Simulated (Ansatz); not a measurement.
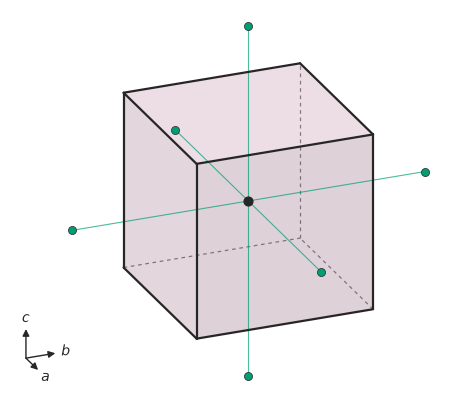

The Wigner–Seitz cell of the crystal's lattice, with lines to the lattice points that define its faces. Crystal: Fe, coordinates from a relaxation with DFT, revPBE, plane waves (420 eV) with PAW, scalar-relativistic (Ansatz 0.2.0); the starting structure was generated, so it need not be a known form of this composition. Symmetry computed with spglib at a tolerance of 0.002 Å; standard conventional cell.

a = 4.586 Å, b = 4.586 Å, c = 4.586 Å, α = 90.00°, β = 90.00°, γ = 90.00°; lattice centring P.

**What is the cell's combinatorial type?**

A parallelepiped: 6 faces (6 with 4 edges), 12 edges, 8 vertices. Its volume is that of the primitive cell, 96.4 Å³.

**Which lattice vectors do the faces bisect?**

| example | length (Å) | faces | edges of each | area (Å²) |
| --- | --- | --- | --- | --- |
| a | 4.59 | 6 | 4 | 21.0 |
